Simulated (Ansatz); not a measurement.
Read the following structure.

```xyz
9
Lattice="4.2466 0.0000 0.0000 -2.1233 3.6777 0.0000 0.0000 0.0000 17.6660" Properties=species:S:1:pos:R:3 pbc="T T T"
Ge    0.0000    0.0000    5.9436
Ge    0.0000    0.0000   11.7224
Sb    0.0000    2.4518    2.0211
Sb    2.1233    1.2259   15.6449
Te    0.0000    0.0000    0.0000
Te    0.0000    2.4518   13.8934
Te    2.1233    1.2259    3.7726
Te    0.0000    2.4518    7.3598
Te    2.1233    1.2259   10.3061
```

Give a crystallographic description of this input.

Answer. Its composition is Ge₂Sb₂Te₅. Space group P-3m1 (No. 164), lattice primitive hexagonal. There are 9 atoms in the cell: 2 Ge, 2 Sb, 5 Te. Each Ge has six Te in a distorted octahedral arrangement at 2.83 to 3.27 Å. The neighbours of Sb are six Te in an octahedral arrangement at 3.01 to 3.18 Å. Te takes three kinds of site: 1a with six Sb in a distorted octahedral arrangement at 3.18 Å; 2d with three Ge and three Sb in a distorted octahedral arrangement (3.27 Å to Ge, 3.01 Å to Sb); 2d with three Ge in a trigonal pyramidal arrangement at 2.83 Å. The bonds build Ge2Sb2Te5 layers parallel to (001).

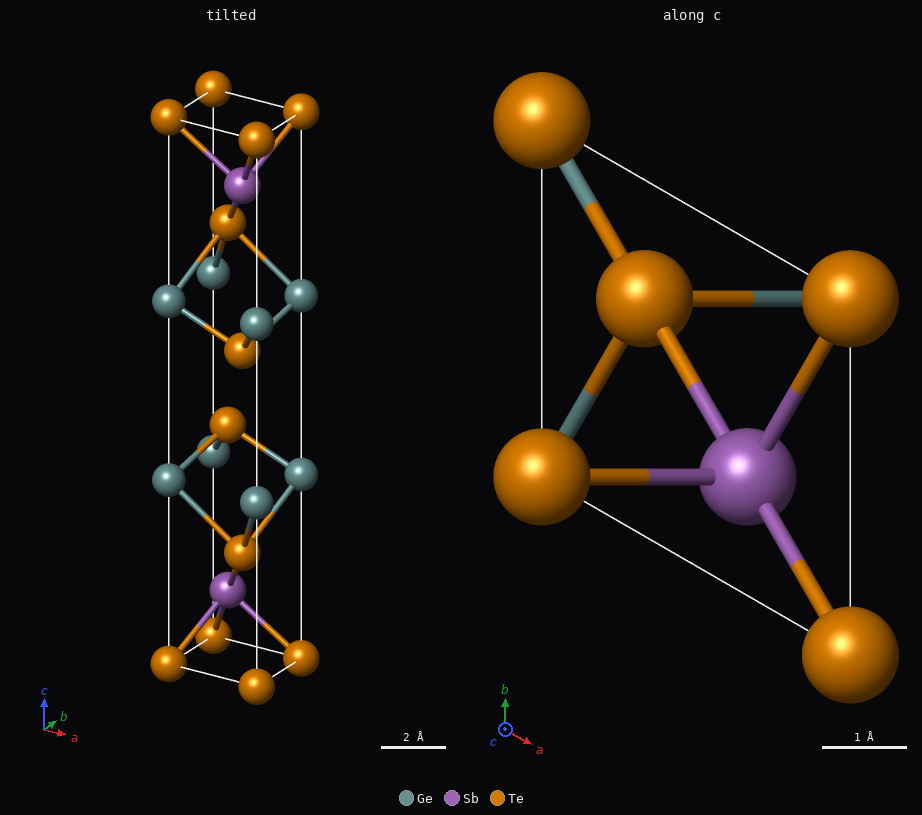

A ball-and-stick rendering, viewed slightly off an axis and along the c axis. Thin lines show the conventional unit cell, with boundary atoms drawn in all their periodic places.

The initial geometry was a structure listed in the Materials Project. It was relaxed at fixed volume with DFT PBE, scalar-relativistic, plane waves, PAW (Ansatz 0.2.0).
